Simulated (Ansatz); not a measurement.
System: PbO, space group P6_3mc (No. 186) (cell built by us, not taken from a database).

Input file:
```
crystal:
  lattice:
    - [4.1996609317, 0.0, 0.0]
    - [-2.0998304658, 3.6370130541, 0.0]
    - [0.0, 0.0, 5.8509445696]
  atoms:
    - { symbol: Pb, position: [0.6666666667, 0.3333333333, 0.0144180024] }
    - { symbol: Pb, position: [0.3333333333, 0.6666666667, 0.5144180024] }
    - { symbol: O, position: [0.6666666667, 0.3333333333, 0.6107819976] }
    - { symbol: O, position: [0.3333333333, 0.6666666667, 0.1107819976] }
basis:
  ecutwfc: 420
  ecutrho_ratio: 4
kpoints:
  mp_grid: { grid: [10, 10, 6] }
hamiltonian:
  xc: pbe
scf:
  occupations: { method: gaussian, width: 0.05 }
output:
  forces: true
  stress: true
  eigenvalues: true
elastic:
  mode: relaxed_ion
  stencil: two_point
```

Launched with:
```bash
ansatz run input.yaml --threads 2 --pin off --max-ram 2662MiB --backend cpu --events-out ev --progress --plain --runs-dir out
```

Calculation (Ansatz 0.2.0): plane-wave density functional theory, PAW datasets, Gaussian smearing 0.05 eV: elastic constants from the stress of strained cells with relaxed atoms, Voigt order in the Cartesian frame of the cell vectors, engineering shear strains. Level: PBE, no spin polarisation.

```csv
setting,value
PAW set,soft_2
wave cutoff,420 eV
k mesh,10×10×6
```

Predict the stiffness matrix in Voigt order.

Its least eigenvalue is negative (−10.9 GPa), so the crystal is mechanically unstable.

Stiffness matrix C (GPa), Voigt order:
|  | xx | yy | zz | yz | xz | xy |
| --- | --- | --- | --- | --- | --- | --- |
| xx | 65.6 | 76.5 | 48.7 | 0.0 | 0.0 | 0.0 |
| yy | 76.5 | 65.6 | 48.7 | 0.0 | 0.0 | 0.0 |
| zz | 48.6 | 48.6 | 49.7 | 0.0 | 0.0 | 0.0 |
| yz | 0.0 | 0.0 | 0.0 | 15.5 | 0.0 | 0.0 |
| xz | 0.0 | 0.0 | 0.0 | 0.0 | 15.5 | 0.0 |
| xy | 0.0 | 0.0 | 0.0 | 0.0 | 0.0 | −5.5 |

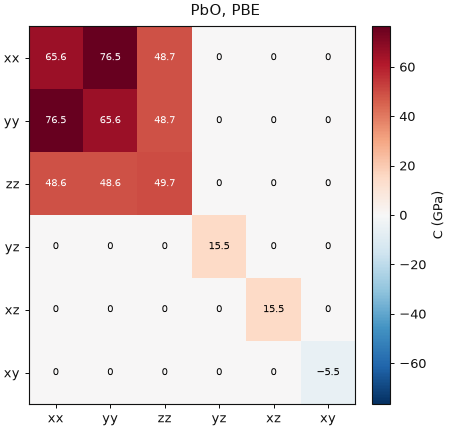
